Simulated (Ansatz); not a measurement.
# MoSe: what the fields show

```
CELL_PARAMETERS angstrom
3.15672 0.00000 0.00000
-1.57836 2.73380 0.00000
0.00000 0.00000 3.63639
ATOMIC_POSITIONS crystal
Mo 0.66667 0.33333 0.50000
Se 0.33333 0.66667 0.00000
```

Space group P-6m2; a generated structure, not necessarily the stable one.

Computed with Kohn-Sham DFT of a periodic cell, PBEsol with D4, Ansatz PAW (Ansatz).

Core electrons are frozen (PAW), and the valence fields are smoothed inside the atomic spheres.

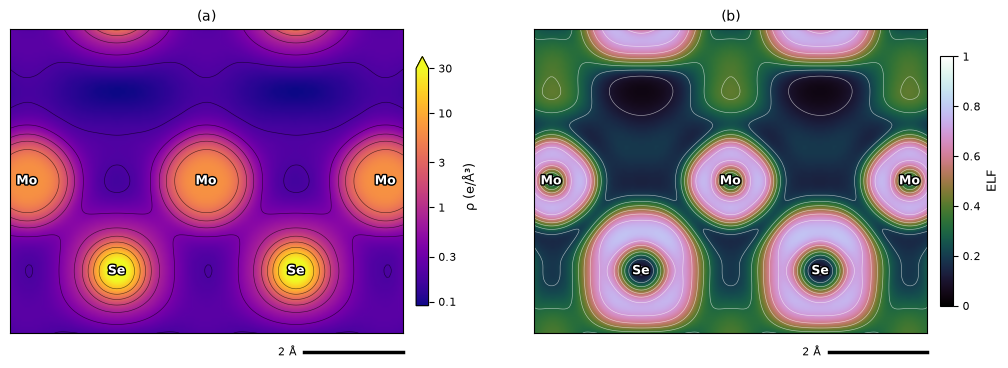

Figure 1. (a) valence electron density; (b) ELF on the (110) plane of the conventional cell.

Question: Interpret the plot.

Answer:
- The section cuts through Mo and Se sites.
- Mo–Se (2.57 Å): ρ is about 0.46 e/Å³ halfway; the ELF is about 0.40 at the midpoint.
- Between the atoms the lowest density in this plane is 0.09 e/Å³.
- The features right at Mo lie inside the PAW spheres, where the map follows smoothed inner orbitals and isn't to be read closely.

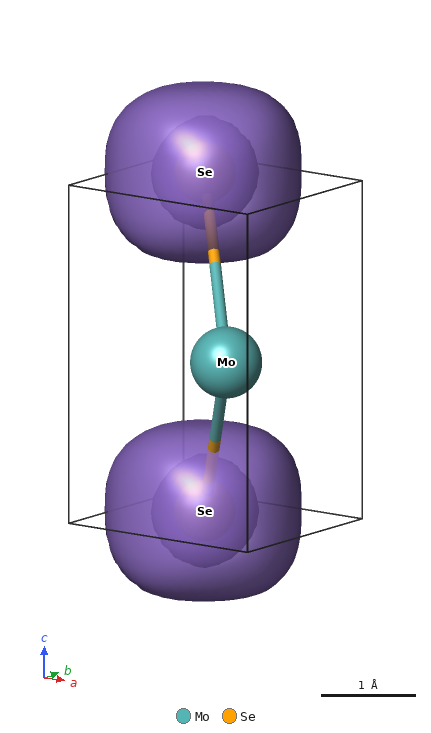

Figure 2. Isosurface of the ELF at 0.65 (purple), seen slightly off an axis. Only the valence region is drawn (cores and ρ < 0.01 e/Å³ removed). Sticks mark near contacts.

Question: Identify the bonds, lone pairs and shells in this picture.

Answer: The surface consists of one region wrapped around Se (its valence shell), counted in one cell of 2 atoms. Regions shared between cells count once.

Question: Does the calculation give a band gap?

Answer: It is gapless in this calculation (a metal or semimetal); semilocal functionals without U, or without the true magnetic order, often close the gap of such compounds.
